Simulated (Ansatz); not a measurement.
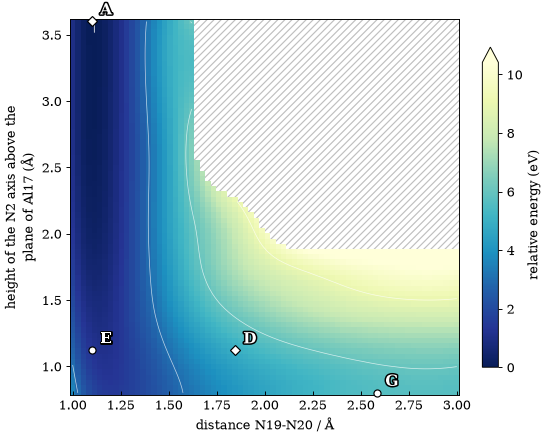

N₂ on an Al(101) slab cut from the P6_3/mmc phase, its upper half relaxed before the scan (18 atoms of substrate and one adsorbate in a 2 × 1 cell). 
- N2 lies flat over one site of a rigid substrate while its bond length and height are varied; it sits over a bridge site, heights counted from the top plane, its axis along the first surface vector.
- First axis: distance N19-N20. Second axis: height of the N2 axis above the plane of Al17.
- The grid has 8 × 8 points. At 15 points there is no value (left out: too close to the surface, or the stretched molecule far from it).
- Points are written as (first, second).
- Energies: eV, counted from the lowest grid point.
- Computed with DFT PBE, scalar-relativistic, plane waves, PAW (Ansatz 0.2.0). Settings: cutoff 420 eV, k-mesh 5×3×1, gaussian smearing 0.1 eV, no spin polarisation.

The picture shows a smooth colour map with a few white contour lines, one colour for all values above the top of the scale, hatched blanks where no value was computed, lettered points. Between grid points the surface is interpolated.

Rank the lettered points by energy, lowest first.

Answer. A (0.0 eV), E (1.3 eV), D (4.9 eV), G (5.6 eV).

PAW datasets: the set soft_1.
